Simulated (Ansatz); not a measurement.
Consider ScAl3.

The calculation's input:

```
crystal:
  lattice:
    - [5.6665458297, 0.0, 0.0]
    - [-2.8332729148, 4.9073726402, 0.0]
    - [0.0, 0.0, 2.867173339]
  atoms:
    - { symbol: Sc, position: [0.0, 0.0, 0.0] }
    - { symbol: Al, position: [0.5, 0.0, 0.0] }
    - { symbol: Al, position: [0.0, 0.5, 0.0] }
    - { symbol: Al, position: [0.5, 0.5, 0.0] }
basis:
  ecutwfc: 420
kpoints:
  mp_grid: { grid: [12, 12, 16] }
hamiltonian:
  xc: pbe
scf:
  occupations: { method: gaussian, width: 0.1 }
output:
  forces: true
  stress: true
  eigenvalues: true
  write_density: true
  write_potential: true
  elf: true
  volumetric_format: npy
relax:
  adjacent_minimum: "off"
  f_tol: 0.01
  max_steps: 80
  cell: { stress_tol: 0.05 }
```

Launched as:

```sh
ansatz run input.yaml --threads 1 --pin off --max-ram 2560MiB --backend cpu --events-out ev --progress --plain --runs-dir out
```

Below, planes, directions and counts refer to the conventional cell (a = 5.68 Å, b = 5.68 Å, c = 2.86 Å, α = 90.00°, β = 90.00°, γ = 120.00°).

The fields are those of the relaxed geometry.

Space group P6/mmm; a structure generated by program, which may or may not match a known phase.

Method: DFT PBE, scalar-relativistic, plane waves, PAW (Ansatz 0.2.0).

> What can the converged valence pseudo-density and electron localisation function tell about the bonding?

Al–Al (2.86 Å): ρ is about 0.17 e/Å³ halfway; the ELF peaks at about 0.70 between the atoms.
Sc–Al (2.84 Å): ρ at the midpoint is about 0.19 e/Å³; the ELF peaks at about 0.75 in the valence shell of Al, 1.1 Å from its nucleus, and is about 0.35 at the midpoint.
Sc–Sc (2.86 Å): ρ is about 0.17 e/Å³ halfway; the ELF is about 0.20 at the midpoint; no localised pair shows between them.

> Metal or insulator at this level of theory?

It is metallic or semimetallic at this level of theory: no gap opens.

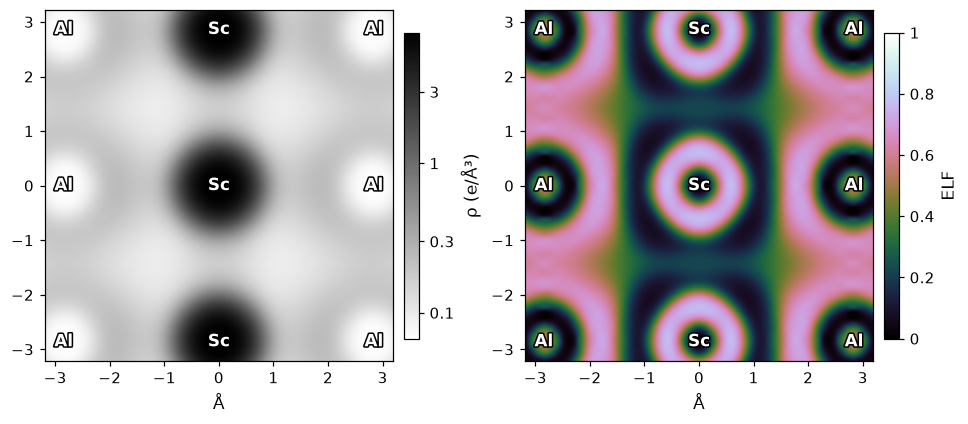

Computed valence pseudo-density and electron localisation function on the (100) plane of the conventional cell, in this order. 
